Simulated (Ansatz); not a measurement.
# CdSe: what the electrons do

Space group F-43m. The cell comes from a database of computed structures, not from a measurement.

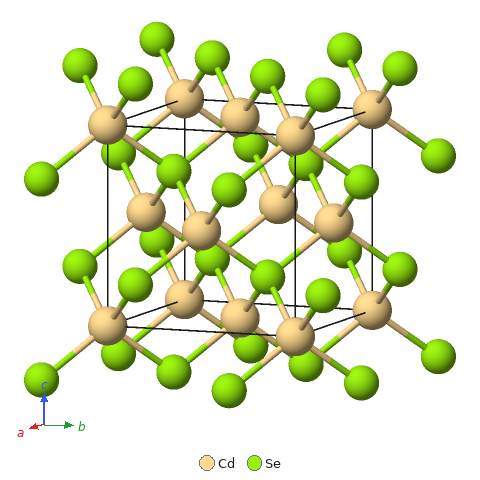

The conventional cell.

```xyz
8
Lattice="6.1405 0.0000 0.0000 0.0000 0.0000 -6.1405 0.0000 6.1405 0.0000" Properties=species:S:1:pos:R:3 pbc="T T T"
Cd    3.0703    0.0000   -3.0703
Cd    0.0000    3.0703   -3.0703
Cd    0.0000    0.0000    0.0000
Cd    3.0703    3.0703    0.0000
Se    4.6054    1.5351   -4.6054
Se    1.5351    4.6054   -4.6054
Se    1.5351    1.5351   -1.5351
Se    4.6054    4.6054   -1.5351
```

Level of theory: DFT PBE, scalar-relativistic, plane waves, PAW in Ansatz 0.2.0.

Core electrons are frozen (PAW), so the maps are meaningful between the atoms, not at the nuclei.

## 1. Bonding charge

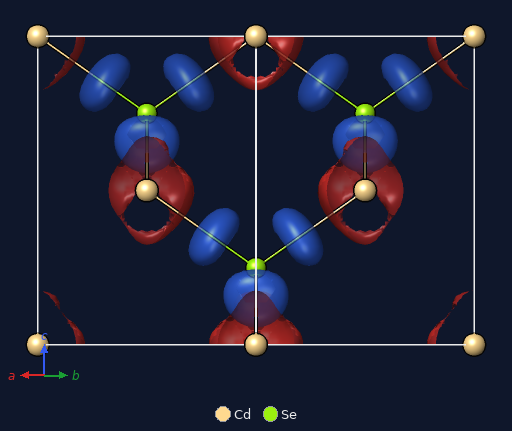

Density of the crystal less the sum of free-atom densities: blue surfaces at +0.04 and red ones at −0.04 e/Å³, in the conventional cell seen along [110] (the regions close to the nuclei are left out). Cores are masked to 0.9 Å (Cd) and 0.8 Å (Se).

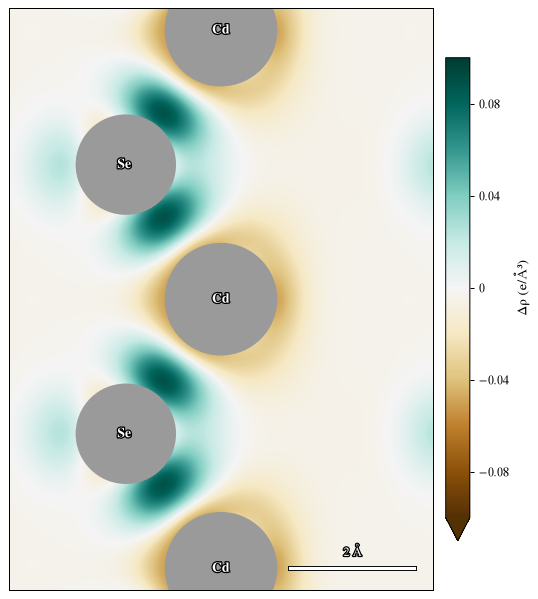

The same field as a map on the (101) plane of the conventional cell, with grey discs over the atomic cores.

Q: Describe the bonding charge.

A: Cd–Se (2.66 Å): Δρ is +0.06 e/Å³ at the midpoint.
Over the whole cell, outside the masked cores, the largest gain, 0.09 e/Å³, lies 1.0 Å from a selenium nucleus and 1.6 Å from a cadmium one, and the largest loss lies at the edge of the masked core of Cd.
In all about 0.20 e an atom is rearranged against the free atoms.
Bader charges: Cd +0.72 and Se −0.72 e.

## 2. States by energy

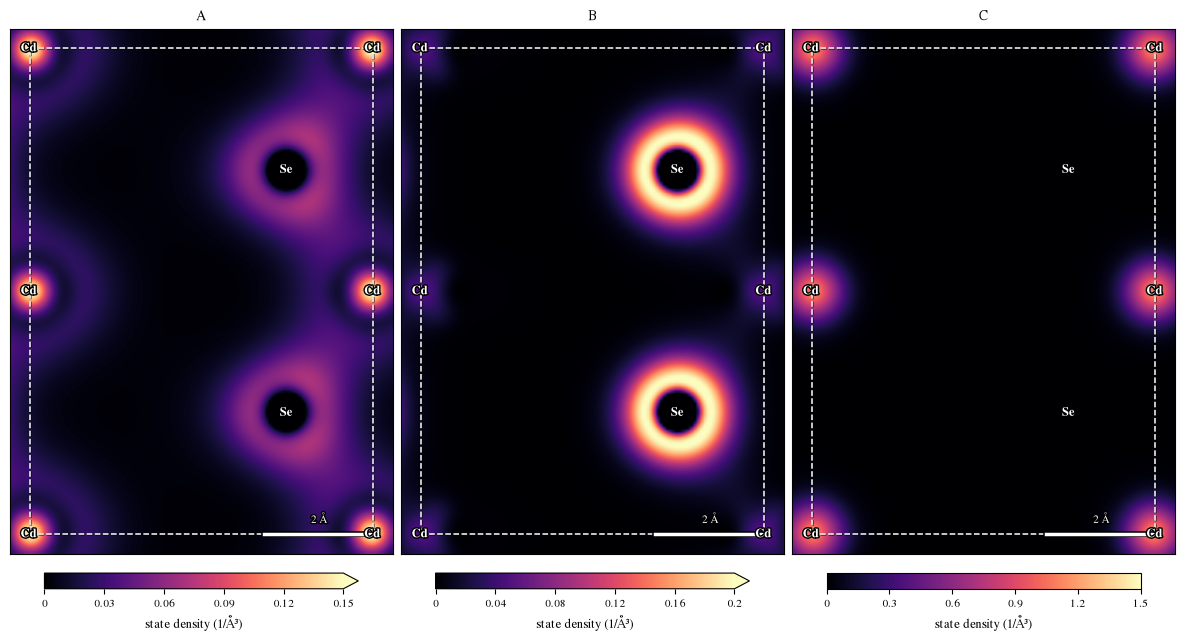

CdSe: densities of the states in three energy windows, on the (101) plane of the conventional cell.

Q: Match the panels to the energy ranges (zero at the valence-band maximum): −12.5 to −11.9 eV, −7.9 to −7.0 eV and −4.2 to −2.8 eV.

A: Panel A: −4.2 to −2.8 eV, the lower third of the upper valence band, mainly Se 4p (65 %) and Cd 5s (30 %).
Panel B: −12.5 to −11.9 eV, a separate group of bands, mainly Se 4s (85 %).
Panel C: −7.9 to −7.0 eV, a separate group of bands, mainly Cd 4d (over 95 %).
The characters are Löwdin shares on a minimal set of atomic orbitals.

## 3. Moving an atom

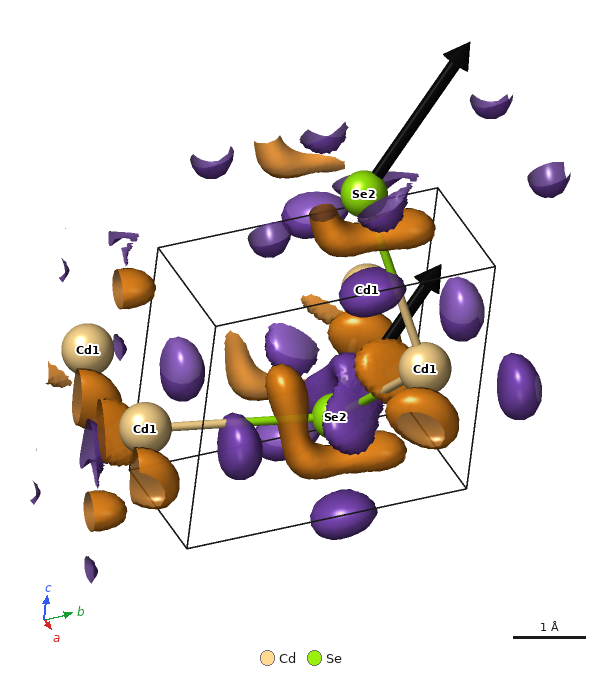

Se2 was moved by 0.05 Å along [−1 1 1] in the axes of the cell drawn (arrow, not to scale). Change of the density less the rigid motion of the neutral atom's own density: orange surfaces at +0.004 and purple ones at −0.004 e/Å³, in the cell of the calculation (origin moved) seen slightly off an axis.

Q: Describe the electronic response.

A: About 0.03 e is rearranged in the cell. Outside the cores the largest gain lies at the edge of the masked core of Se, and the largest loss lies there too, on other sides.

Q: What restoring force does the calculation give for this move?

A: The force on it changes by 0.22 eV/Å along the move, against it: a stiffness of about 4.5 eV/Å² for this sublattice shift.

## 4. Putting it together

Charge passes from Cd (Pauling electronegativity 1.69) to Se (2.55), the direction that the scale predicts; the Bader charges fall short of whole formal charges, as they usually do.
